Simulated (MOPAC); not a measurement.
Geometry relaxation of C6H6O (part 2 of 2)

C6H6O, SMILES Oc1ccccc1; PM6-DH+, closed shell, dispersion DH+ (MOPAC 23.2.5). The atoms were displaced at random from an optimised geometry.

Geometry of the input (Å):
```
O  0.0478  -2.1586  1.2765
C  0.0432  -0.9561  0.5619
C  1.2225  -0.5190  0.0569
C  1.2556  0.6577  -0.6625
C  0.0952  1.3959  -0.8549
C  -1.0981  0.9401  -0.3364
C  -1.1229  -0.2438  0.3913
H  -0.8476  -2.3513  1.5764
H  2.1206  -1.0952  0.2226
H  2.2099  1.0015  -1.0537
H  0.1376  2.3397  -1.4361
H  -2.0171  1.5058  -0.5074
H  -2.0856  -0.5974  0.7644
```

### Trajectory as extended XYZ, continued
```
13
Properties=species:S:1:pos:R:3:forces:R:3 step=3 energy=-0.94565
O     0.0567   -2.1590    1.2741   -0.3298   0.3476  -0.1356
C     0.0261   -0.9672    0.5675   -0.1661  -0.1333   0.1880
C     1.2545   -0.5238    0.0547   -0.0248  -0.3666   0.2112
C     1.2720    0.6647   -0.6594    0.1360   0.3404  -0.2922
C     0.1006    1.4113   -0.8662    0.1572  -0.1627   0.0658
C    -1.1061    0.9460   -0.3397   -0.1318   0.2417  -0.1444
C    -1.1637   -0.2408    0.3837    0.1981  -0.4501   0.1972
H    -0.8604   -2.3828    1.6161    0.3108  -0.0154  -0.0698
H     2.1474   -1.1199    0.2291    0.0376   0.0367  -0.0335
H     2.2188    1.0149   -1.0781   -0.0396   0.0488   0.0172
H     0.1360    2.3374   -1.4318    0.0015   0.0024   0.0035
H    -2.0236    1.5095   -0.4993   -0.0436   0.0837  -0.0157
H    -2.0946   -0.6077    0.7941   -0.1056   0.0267   0.0084
13
Properties=species:S:1:pos:R:3:forces:R:3 step=4 energy=-0.94833
O     0.0518   -2.1495    1.2674   -0.1425  -0.2672   0.2150
C     0.0245   -0.9704    0.5758    0.1588   0.3241  -0.2415
C     1.2521   -0.5260    0.0575    0.1162   0.0413  -0.0629
C     1.2735    0.6703   -0.6669    0.2200  -0.4432   0.2380
C     0.1028    1.4039   -0.8607   -0.0591   0.4369  -0.3001
C    -1.1072    0.9472   -0.3411   -0.1457  -0.1832   0.1285
C    -1.1576   -0.2480    0.3852   -0.3499   0.1301   0.0160
H    -0.8543   -2.3834    1.6128    0.1695  -0.0545  -0.0138
H     2.1494   -1.1195    0.2280   -0.0262   0.0681  -0.0369
H     2.2185    1.0170   -1.0777    0.0509   0.0735  -0.0420
H     0.1360    2.3399   -1.4334   -0.0148  -0.2031   0.1397
H    -2.0250    1.5122   -0.5003    0.0064   0.0306   0.0002
H    -2.0974   -0.6079    0.7954    0.0163   0.0466  -0.0401
13
Properties=species:S:1:pos:R:3:forces:R:3 step=6 energy=-0.95334
O     0.0498   -2.1528    1.2757    0.0966   0.2696  -0.1796
C     0.0270   -0.9648    0.5687   -0.2849  -0.0323   0.1072
C     1.2595   -0.5277    0.0542   -0.1753  -0.0354   0.0446
C     1.2790    0.6647   -0.6640   -0.1097   0.1324  -0.0456
C     0.1007    1.4078   -0.8595    0.2721  -0.1151  -0.0838
C    -1.1090    0.9457   -0.3443   -0.1699  -0.0292   0.1326
C    -1.1690   -0.2447    0.3857    0.4040  -0.1629  -0.0199
H    -0.8475   -2.3903    1.6105   -0.0157  -0.0408   0.0247
H     2.1518   -1.1169    0.2227    0.1014  -0.0566   0.0092
H     2.2199    1.0240   -1.0820   -0.0076   0.0187   0.0101
H     0.1352    2.3350   -1.4254    0.0111   0.0088   0.0114
H    -2.0256    1.5146   -0.4983   -0.0043   0.0423  -0.0310
H    -2.0989   -0.6076    0.7958   -0.1177   0.0004   0.0200
13
Properties=species:S:1:pos:R:3:forces:R:3 step=7 energy=-0.95665
O     0.0519   -2.1488    1.2695   -0.0835  -0.0145   0.0425
C     0.0239   -0.9638    0.5708    0.0507  -0.0293   0.0031
C     1.2567   -0.5285    0.0579   -0.0387   0.0609  -0.0579
C     1.2768    0.6664   -0.6647    0.1118  -0.1314   0.0523
C     0.1035    1.4032   -0.8624   -0.0485   0.0882  -0.0407
C    -1.1098    0.9453   -0.3395   -0.0335   0.0777  -0.0657
C    -1.1651   -0.2454    0.3837   -0.0716  -0.0911   0.1015
H    -0.8489   -2.3921    1.6153    0.1411   0.0119  -0.0448
H     2.1534   -1.1191    0.2242   -0.0018   0.0093   0.0022
H     2.2202    1.0240   -1.0812   -0.0245   0.0015   0.0196
H     0.1354    2.3351   -1.4247    0.0029  -0.0402   0.0177
H    -2.0254    1.5151   -0.4994    0.0164   0.0301  -0.0046
H    -2.1005   -0.6075    0.7964   -0.0207   0.0269  -0.0251
13
Properties=species:S:1:pos:R:3:forces:R:3 step=9 energy=-0.95752
O     0.0506   -2.1488    1.2716    0.0869   0.0459  -0.0362
C     0.0239   -0.9643    0.5708   -0.0160  -0.0072   0.0086
C     1.2565   -0.5283    0.0562   -0.0124   0.0299  -0.0327
C     1.2797    0.6648   -0.6652   -0.1471  -0.0062   0.0503
C     0.1020    1.4051   -0.8625    0.0810  -0.1051   0.0255
C    -1.1103    0.9454   -0.3404    0.0042   0.0529  -0.0320
C    -1.1655   -0.2467    0.3856   -0.0211  -0.0133   0.0149
H    -0.8433   -2.3923    1.6109   -0.0181  -0.0418   0.0252
H     2.1536   -1.1178    0.2236    0.0046  -0.0099   0.0059
H     2.2195    1.0251   -1.0789    0.0417   0.0194  -0.0140
H     0.1356    2.3340   -1.4237    0.0050   0.0193  -0.0142
H    -2.0252    1.5175   -0.5002    0.0214   0.0049   0.0036
H    -2.1021   -0.6064    0.7947   -0.0301   0.0114  -0.0050
13
Properties=species:S:1:pos:R:3:forces:R:3 step=10 energy=-0.95798
O     0.0520   -2.1482    1.2709    0.0347   0.0359  -0.0195
C     0.0231   -0.9635    0.5704    0.0232  -0.0378   0.0151
C     1.2571   -0.5293    0.0553   -0.0764   0.0276   0.0124
C     1.2782    0.6650   -0.6630    0.0318  -0.0203  -0.0226
C     0.1028    1.4032   -0.8626   -0.0084   0.0099   0.0008
C    -1.1102    0.9458   -0.3409   -0.0216   0.0261  -0.0082
C    -1.1664   -0.2460    0.3862   -0.0019  -0.0013  -0.0085
H    -0.8431   -2.3939    1.6121    0.0269  -0.0219   0.0036
H     2.1536   -1.1178    0.2236    0.0147  -0.0210   0.0045
H     2.2201    1.0258   -1.0795   -0.0155  -0.0019   0.0208
H     0.1358    2.3339   -1.4240    0.0091  -0.0116  -0.0008
H    -2.0250    1.5181   -0.5002    0.0234   0.0072  -0.0012
H    -2.1028   -0.6059    0.7941   -0.0401   0.0090   0.0036
13
Properties=species:S:1:pos:R:3:forces:R:3 step=12 energy=-0.95844
O     0.0546   -2.1476    1.2706    0.0102   0.0019   0.0057
C     0.0220   -0.9637    0.5708    0.0082  -0.0023  -0.0083
C     1.2553   -0.5287    0.0555    0.0074  -0.0479   0.0234
C     1.2783    0.6636   -0.6643    0.0014   0.0018   0.0199
C     0.1034    1.4023   -0.8624   -0.0404   0.0270  -0.0159
C    -1.1110    0.9473   -0.3409    0.0316  -0.0375   0.0080
C    -1.1674   -0.2459    0.3857   -0.0330   0.0208  -0.0032
H    -0.8397   -2.3978    1.6125    0.0384  -0.0113  -0.0046
H     2.1540   -1.1192    0.2244   -0.0443   0.0167  -0.0032
H     2.2201    1.0266   -1.0751    0.0182   0.0032  -0.0098
H     0.1366    2.3325   -1.4242    0.0112  -0.0021  -0.0041
H    -2.0236    1.5204   -0.5004   -0.0011   0.0181  -0.0012
H    -2.1058   -0.6040    0.7935   -0.0079   0.0115  -0.0067
13
Properties=species:S:1:pos:R:3:forces:R:3 step=13 energy=-0.95879
O     0.0566   -2.1470    1.2711    0.0342   0.0113  -0.0111
C     0.0206   -0.9636    0.5704    0.0175  -0.0149  -0.0001
C     1.2548   -0.5303    0.0551   -0.0208   0.0207   0.0089
C     1.2785    0.6633   -0.6631   -0.0171   0.0048   0.0023
C     0.1030    1.4023   -0.8631    0.0001  -0.0053   0.0044
C    -1.1108    0.9473   -0.3409    0.0074   0.0009  -0.0059
C    -1.1687   -0.2455    0.3861   -0.0175   0.0200  -0.0162
H    -0.8346   -2.4014    1.6113   -0.0047  -0.0211   0.0123
H     2.1531   -1.1190    0.2243   -0.0244  -0.0073   0.0027
H     2.2204    1.0275   -1.0735    0.0086  -0.0052  -0.0022
H     0.1375    2.3317   -1.4256    0.0069   0.0007  -0.0035
H    -2.0226    1.5239   -0.5005    0.0136  -0.0067   0.0059
H    -2.1086   -0.6015    0.7921   -0.0038   0.0021   0.0026
13
Properties=species:S:1:pos:R:3:forces:R:3 step=14 energy=-0.95898
O     0.0589   -2.1468    1.2712    0.0155   0.0120  -0.0112
C     0.0194   -0.9637    0.5700    0.0018  -0.0100   0.0066
C     1.2538   -0.5305    0.0555   -0.0152   0.0212   0.0023
C     1.2782    0.6629   -0.6628   -0.0012   0.0040   0.0031
C     0.1032    1.4020   -0.8635   -0.0022  -0.0001   0.0030
C    -1.1107    0.9478   -0.3410    0.0075   0.0020  -0.0057
C    -1.1700   -0.2449    0.3857   -0.0014  -0.0032  -0.0049
H    -0.8311   -2.4052    1.6118   -0.0016  -0.0125   0.0069
H     2.1519   -1.1197    0.2248   -0.0252  -0.0056   0.0038
H     2.2208    1.0276   -1.0716    0.0060  -0.0078  -0.0040
H     0.1385    2.3308   -1.4267    0.0046   0.0061  -0.0047
H    -2.0213    1.5261   -0.4997    0.0042  -0.0056   0.0033
H    -2.1108   -0.5994    0.7915    0.0071  -0.0004   0.0015
13
Properties=species:S:1:pos:R:3:forces:R:3 step=16 energy=-0.95913
O     0.0615   -2.1472    1.2707   -0.0034   0.0004  -0.0016
C     0.0180   -0.9642    0.5704   -0.0158   0.0107   0.0011
C     1.2519   -0.5295    0.0565    0.0051   0.0040  -0.0031
C     1.2779    0.6632   -0.6625    0.0132  -0.0037  -0.0011
C     0.1035    1.4022   -0.8645   -0.0034   0.0053   0.0033
C    -1.1101    0.9484   -0.3412    0.0049  -0.0031  -0.0008
C    -1.1711   -0.2448    0.3852    0.0074  -0.0054   0.0053
H    -0.8270   -2.4100    1.6127    0.0033  -0.0015  -0.0008
H     2.1482   -1.1209    0.2264   -0.0107  -0.0002   0.0026
H     2.2215    1.0260   -1.0712    0.0011  -0.0053  -0.0021
H     0.1399    2.3304   -1.4289   -0.0014   0.0040  -0.0004
H    -2.0197    1.5278   -0.4980   -0.0083  -0.0004  -0.0026
H    -2.1125   -0.5972    0.7912    0.0080  -0.0047   0.0001
13
Properties=species:S:1:pos:R:3:forces:R:3 step=17 energy=-0.95915
O     0.0615   -2.1474    1.2704   -0.0046   0.0009  -0.0001
C     0.0177   -0.9640    0.5705   -0.0021   0.0038   0.0024
C     1.2517   -0.5290    0.0567    0.0002  -0.0035  -0.0013
C     1.2781    0.6632   -0.6627    0.0046   0.0010  -0.0007
C     0.1035    1.4026   -0.8644    0.0025  -0.0023   0.0001
C    -1.1099    0.9482   -0.3414   -0.0001   0.0045   0.0020
C    -1.1710   -0.2449    0.3854   -0.0001   0.0015   0.0016
H    -0.8269   -2.4104    1.6130    0.0063   0.0011  -0.0032
H     2.1472   -1.1212    0.2271   -0.0021  -0.0008   0.0018
H     2.2216    1.0252   -1.0721    0.0009  -0.0029  -0.0013
H     0.1399    2.3306   -1.4292   -0.0021   0.0017   0.0021
H    -2.0198    1.5274   -0.4980   -0.0056  -0.0014  -0.0035
H    -2.1121   -0.5975    0.7915    0.0021  -0.0036   0.0002
13
Properties=species:S:1:pos:R:3:forces:R:3 step=19 energy=-0.95917
O     0.0613   -2.1473    1.2700    0.0030   0.0016  -0.0005
C     0.0177   -0.9636    0.5708    0.0031   0.0010   0.0009
C     1.2517   -0.5289    0.0568   -0.0013  -0.0022   0.0002
C     1.2784    0.6631   -0.6629   -0.0009   0.0003   0.0008
C     0.1036    1.4025   -0.8642   -0.0016   0.0004   0.0003
C    -1.1100    0.9482   -0.3413    0.0015   0.0025  -0.0006
C    -1.1710   -0.2447    0.3857   -0.0020   0.0024  -0.0018
H    -0.8267   -2.4105    1.6124   -0.0005  -0.0013   0.0000
H     2.1467   -1.1214    0.2278    0.0027  -0.0016  -0.0002
H     2.2218    1.0245   -1.0732   -0.0003  -0.0019   0.0002
H     0.1397    2.3310   -1.4285   -0.0003  -0.0006   0.0014
H    -2.0203    1.5267   -0.4991   -0.0013  -0.0008  -0.0010
H    -2.1116   -0.5984    0.7917   -0.0020   0.0003   0.0001
13
Properties=species:S:1:pos:R:3:forces:R:3 step=20 energy=-0.95917
O     0.0615   -2.1473    1.2700    0.0014   0.0018   0.0003
C     0.0176   -0.9635    0.5709    0.0019  -0.0017  -0.0004
C     1.2517   -0.5290    0.0567   -0.0003   0.0008   0.0011
C     1.2784    0.6630   -0.6629   -0.0017   0.0004   0.0001
C     0.1036    1.4025   -0.8641    0.0014  -0.0008   0.0010
C    -1.1100    0.9483   -0.3414   -0.0011  -0.0015   0.0007
C    -1.1711   -0.2446    0.3857   -0.0010   0.0012   0.0000
H    -0.8264   -2.4108    1.6123   -0.0004  -0.0006  -0.0002
H     2.1467   -1.1215    0.2279    0.0011  -0.0009  -0.0010
H     2.2218    1.0243   -1.0732   -0.0010  -0.0018   0.0005
H     0.1397    2.3309   -1.4282    0.0006   0.0019  -0.0006
H    -2.0204    1.5266   -0.4995   -0.0008  -0.0005  -0.0003
H    -2.1118   -0.5985    0.7917   -0.0002   0.0017  -0.0012
13
Properties=species:S:1:pos:R:3:forces:R:3 step=22 energy=-0.95917
O     0.0617   -2.1471    1.2701   -0.0001  -0.0004   0.0010
C     0.0176   -0.9635    0.5709    0.0002   0.0008  -0.0001
C     1.2517   -0.5291    0.0568    0.0001  -0.0001  -0.0002
C     1.2783    0.6630   -0.6628    0.0002   0.0011  -0.0002
C     0.1037    1.4025   -0.8640    0.0003   0.0011  -0.0006
C    -1.1100    0.9484   -0.3414    0.0003  -0.0007   0.0000
C    -1.1712   -0.2446    0.3857    0.0001  -0.0011   0.0003
H    -0.8262   -2.4111    1.6121   -0.0004  -0.0005   0.0001
H     2.1467   -1.1217    0.2277    0.0001  -0.0003  -0.0003
H     2.2218    1.0240   -1.0732   -0.0005  -0.0005  -0.0002
H     0.1397    2.3310   -1.4282    0.0007   0.0003   0.0004
H    -2.0205    1.5266   -0.4997   -0.0009  -0.0003  -0.0001
H    -2.1119   -0.5983    0.7915    0.0000   0.0006  -0.0003
13
Properties=species:S:1:pos:R:3:forces:R:3 step=23 energy=-0.95917
O     0.0617   -2.1471    1.2702   -0.0002   0.0001   0.0006
C     0.0176   -0.9635    0.5709   -0.0002   0.0001   0.0002
C     1.2517   -0.5291    0.0567    0.0001  -0.0001  -0.0004
C     1.2783    0.6630   -0.6628    0.0007   0.0001  -0.0004
C     0.1037    1.4026   -0.8639   -0.0001  -0.0004  -0.0002
C    -1.1100    0.9484   -0.3414    0.0001  -0.0002   0.0003
C    -1.1711   -0.2446    0.3856    0.0000  -0.0004   0.0002
H    -0.8263   -2.4111    1.6120   -0.0001  -0.0003  -0.0001
H     2.1467   -1.1218    0.2275   -0.0004   0.0002  -0.0001
H     2.2218    1.0239   -1.0733   -0.0003   0.0002  -0.0001
H     0.1398    2.3311   -1.4280    0.0007   0.0009   0.0001
H    -2.0205    1.5265   -0.4998   -0.0003  -0.0004  -0.0001
H    -2.1119   -0.5982    0.7915    0.0000   0.0001  -0.0001
```

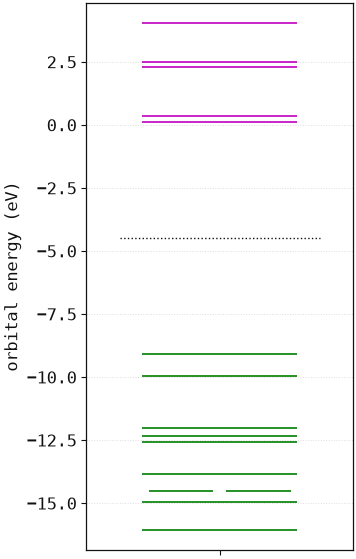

*Orbital energies near the frontier; the dotted line parts filled from empty levels, and levels within 0.02 eV of each other stand side by side.*

Highest filled −9.10 eV, lowest empty 0.13 eV, 9.23 eV apart.

### Summary

- outcome: converged
- total energy: −40.693939 hartree
- dispersion energy: −0.001504 hartree
- heat of formation: −22.12 kcal/mol
- basis functions: 34
- largest force: 0.001 eV/Å
- HOMO: −9.10 eV
- LUMO: 0.13 eV
- dipole moment: 1.36 D
- peak memory: 0.075 GiB

### Notes

MOPAC's energies along a path are heats of formation.
